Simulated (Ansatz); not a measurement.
System: Ru.

Space group P6_3/mmc; the calculation finds a residual pressure of about 4 GPa at this fixed cell.

```xyz
2
Lattice="2.7058 0.0000 0.0000 -1.3529 2.3433 0.0000 0.0000 0.0000 4.2819" Properties=species:S:1:pos:R:3 pbc="T T T"
Ru    0.0000    1.5622    1.0705
Ru    1.3529    0.7811    3.2114
```

All numbers below come from Ansatz 0.2.0, DFT PBE, scalar-relativistic, plane waves, PAW.

> Which states lie at the band edges, or at the Fermi level if it is a metal?

The calculation finds no gap at the Fermi level.
The states at the Fermi level: Ru 4d (over 95 %) by Löwdin projection on a minimal orbital set.

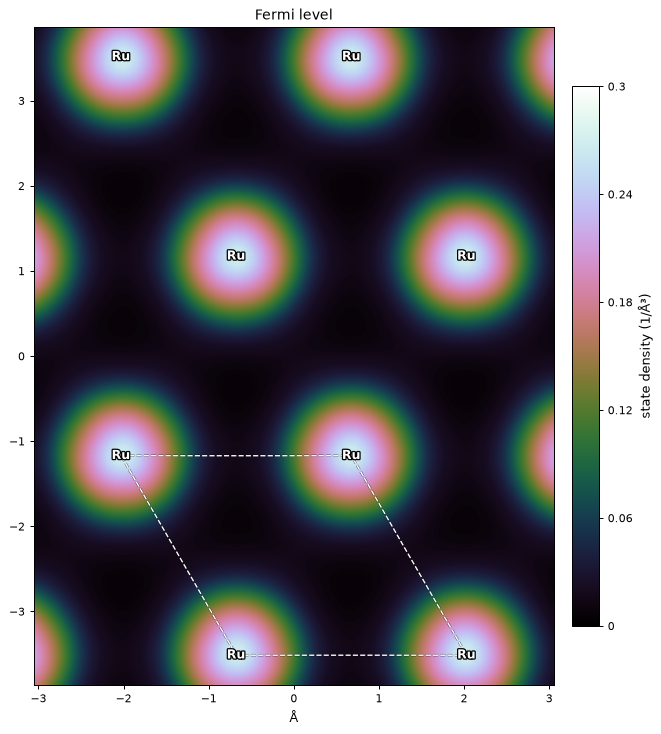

Computed densities of these states (window −0.25 to +0.25 eV about the Fermi level) on the (001) plane of the conventional cell.

In a PAW calculation such maps are meaningful between the atoms, not at the nuclei.
